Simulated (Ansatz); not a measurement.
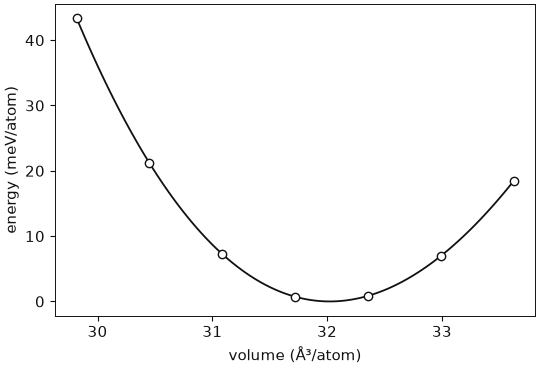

The plot gives the computed energy against volume for MoS₂, space group P-3m1 (No. 164).

The given structure:
```cif
data_structure
_symmetry_space_group_name_H-M 'P 1'
_symmetry_Int_Tables_number 1
_cell_length_a 3.1845
_cell_length_b 3.1845
_cell_length_c 21.6705
_cell_angle_alpha 90.000
_cell_angle_beta 90.000
_cell_angle_gamma 120.000
_cell_volume 190.32
loop_
_atom_site_label
_atom_site_type_symbol
_atom_site_fract_x
_atom_site_fract_y
_atom_site_fract_z
_atom_site_occupancy
Mo1 Mo 0.33333 0.66667 0.85116 1
Mo2 Mo 0.66667 0.33333 0.14884 1
S1 S 0.66667 0.33333 0.77963 1
S2 S 0.33333 0.66667 0.07725 1
S3 S 0.66667 0.33333 0.92275 1
S4 S 0.33333 0.66667 0.22037 1
```

Computed with Ansatz 0.2.0: plane-wave DFT, no spin polarisation; energies at scaled volumes of the given cell, shape and fractions fixed, counted from the fit's minimum, third-order Birch-Murnaghan fit. Level: PBE.

k mesh 10×10×2; occupations Fermi–Dirac; smearing width 0.05 eV; potentials Ansatz PAW accurate; wave cutoff 640 eV; density cutoff 2560 eV.

From this curve and the settings, what does the calculation give for the pressure at the same points?

The pressure falls from 6.72 GPa at volume 29.82 Å³/atom to −3.53 GPa at 33.62 Å³/atom, and changes sign near 32.03 Å³/atom.

```csv
volume (Å³/atom),pressure (GPa)
29.82,6.72
30.45,4.52
31.09,2.55
31.72,0.78
32.36,-0.81
32.99,-2.24
33.62,-3.53
```

Keep in mind: shape and atomic fractions are frozen while scaling, which makes layered, chain and framework solids too stiff.
